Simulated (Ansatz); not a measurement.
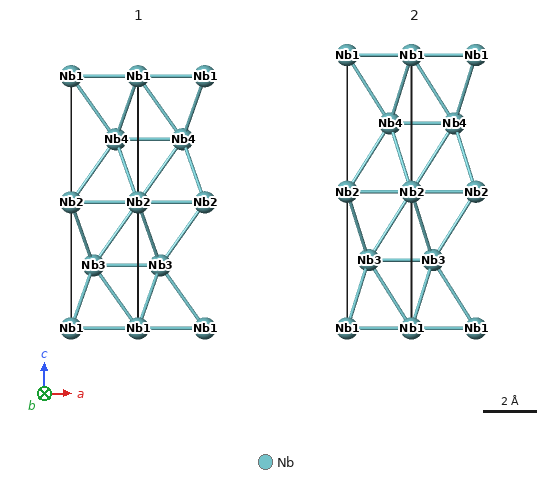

Two geometries of solid Nb (a generated structure, set up in P6_3/mmc), drawn at one scale. One is the start of a relaxation, the other its converged end. A ball-and-stick model of the cell of the calculation, repeated 2 × 1 × 1 with one cell outlined, seen along the b axis.

Level of theory: DFT, PBEsol, plane waves (420 eV) with PAW, scalar-relativistic (Ansatz). Settings: plane-wave cutoff 420 eV; k-point mesh 12 × 12 × 4; occupations fermi dirac; smearing width 0.1 eV; no spin polarisation; cell and atoms relaxed; force threshold 0.01 eV/Å; at most 60 steps.

### Which one is relaxed?

Structure 2 is the relaxed one. Phase: dhcp. The energy falls by 43.9 meV per atom in 5 accepted moves (6 points after the start). All forces vanish by symmetry, so only the cell relaxes. The pressure goes from 1.25 to 0.01 GPa. At 1 point the geometry stayed and the basis and grid were re-selected for the new cell (energy shift of 0.1 meV per atom at most each time). No atom moves by more than 0.005 Å relative to the cell. Cell: a = b 2.940 → 2.829 Å (−3.8 %), c 9.603 → 10.409 Å (+8.4 %). Volume +0.4 %. Near-neighbour distances that change, for instance: Nb1–Nb3 2.940 → 3.072 Å, Nb1–Nb1 2.940 → 2.829 Å. The space group stays P6_3/mmc (No. 194). The program noted that a PAW file was made for another functional than the run's.
